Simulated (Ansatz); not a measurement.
Input file:

```
crystal:
  lattice:
    - [1.7700339788, -6.7777529027, 0.0]
    - [1.7700339788, 6.7777529027, 0.0]
    - [0.0, 0.0, 3.5763348322]
  atoms:
    - { symbol: Ti, position: [0.8968274841, 0.1031725159, 0.75] }
    - { symbol: Ti, position: [0.1031725159, 0.8968274841, 0.25] }
    - { symbol: Si, position: [0.5583048681, 0.4416951319, 0.75] }
    - { symbol: Si, position: [0.4416951319, 0.5583048681, 0.25] }
    - { symbol: Si, position: [0.249811484, 0.750188516, 0.75] }
    - { symbol: Si, position: [0.750188516, 0.249811484, 0.25] }
basis:
  ecutwfc: 500
kpoints:
  mp_grid: { grid: [10, 10, 10] }
hamiltonian:
  xc: r2scan
scf:
  occupations: { method: gaussian, width: 0.1 }
output:
  forces: true
  stress: true
  eigenvalues: true
  write_density: true
  write_potential: true
  elf: true
  volumetric_format: npy
relax:
  adjacent_minimum: "off"
  f_tol: 0.008
  max_steps: 50
  cell: { stress_tol: 0.08, p_target: -1.0 }
```

Command:

```sh
ansatz run input.yaml --threads 1 --pin off --max-ram 2560MiB --backend cpu --events-out ev --progress --plain --runs-dir out
```

Below, planes, directions and counts refer to the conventional cell (a = 3.54 Å, b = 13.57 Å, c = 3.57 Å, α = 90.00°, β = 90.00°, γ = 90.00°).

The fields are those of the run's last geometry, not of the input's.

Space group Cmcm; a structure from a database of computed crystals, not necessarily the ambient phase; computed without spin polarisation.

All numbers below come from DFT r2SCAN, scalar-relativistic, plane waves, PAW in Ansatz 0.2.0.

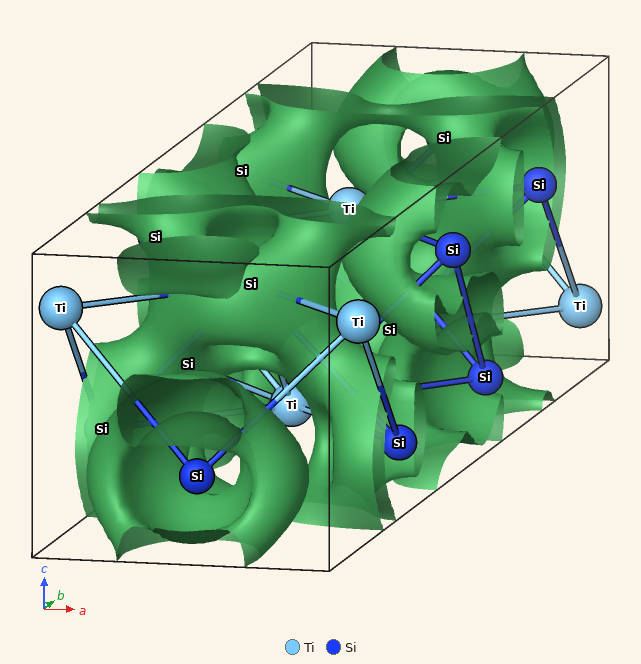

TiSi2. Isosurface of the electron localisation function at 0.65 (green), seen slightly off an axis. Only the valence region is drawn (cores and ρ < 0.01 e/Å³ removed). Sticks mark near contacts.

Core electrons are frozen (PAW), and the valence fields are smoothed inside the atomic spheres.

> What do the ELF domains correspond to?

The surface consists of channels that run through the cell in one direction and sheets that run through the cell in two directions, counted in one cell of 12 atoms. Regions shared between cells count once. Profiles from the grid: Si–Si (2.38 Å): the ELF peaks at about 0.75 between the atoms. Ti–Si (2.59 Å): the ELF peaks at about 0.75 in the valence shell of Si, 0.9 Å from its nucleus, and is about 0.45 at the midpoint.
